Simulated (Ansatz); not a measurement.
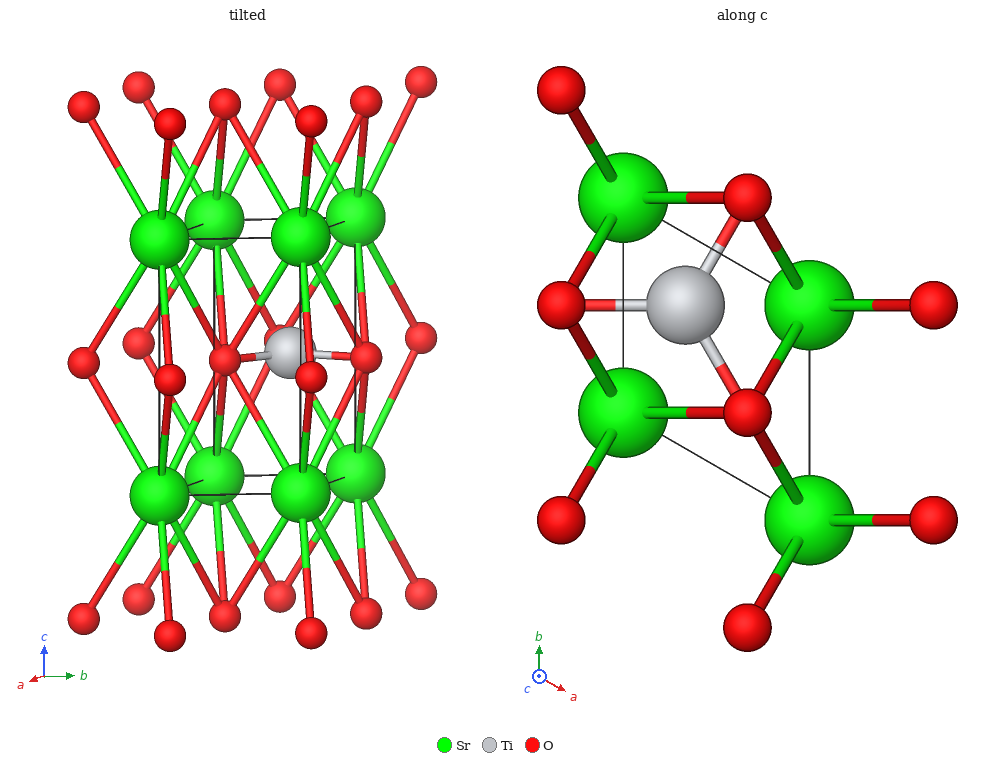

The crystal in a ball-and-stick representation, seen slightly off an axis and along the c axis. The parallelepiped is the conventional unit cell. A few atoms beyond the faces are included. Cell: a = 3.45 Å, b = 3.45 Å, c = 6.28 Å, α = 90.00°, β = 90.00°, γ = 120.00°.

The structure comes from a structure type filled with these elements by a generator (whether the compound takes this form wasn't checked). Earlier steps of the study may have refined or changed the cell and positions. It was the input of a calculation with Ansatz.

### What structure is drawn here?

The structure is one of SrTiO. The lattice is primitive hexagonal and the space group P-6m2 (No. 187). Atoms per cell: 3 (1 Sr, 1 Ti, 1 O). About every Ti there are three O in a trigonal planar arrangement at about 2.0 Å. Around each O lie six Sr and three Ti (about 3.7 Å to Sr, 2.0 Å to Ti). Not all metal-metal contacts are counted. With all bonds counted the structure is a three-dimensional framework. Leaving out the bonds to Sr, what remains is TiO layers parallel to (001).

Theory: DFT PBE, scalar-relativistic, plane waves, PAW (Ansatz). Numerical settings: a kinetic-energy cutoff of 420 eV, 18×18×8 k-mesh, Gaussian smearing of 0.1 eV, no spin polarisation.

### Is the electronic structure metallic or gapped?

A metal: bands cross the Fermi level.

### Predict the Bader charges.

Sr +0.61 e; Ti +0.89 e; O -1.50 e.

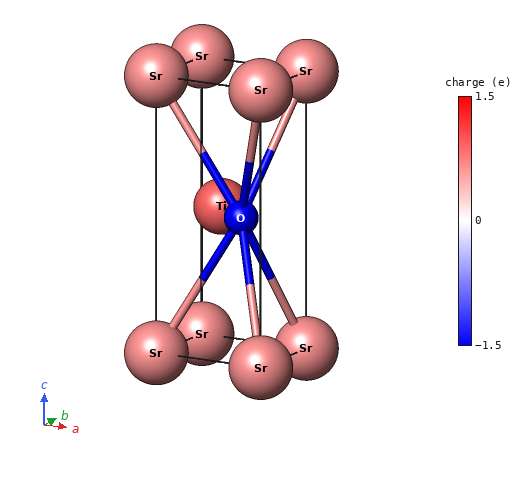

The atoms coloured by those charges. The run's cell of 3 atoms is drawn.

### Do the forces and the stress vanish for this geometry?

Yes. All forces vanish to within 0.01 eV/Å. The pressure is 0.0 GPa, close to zero.
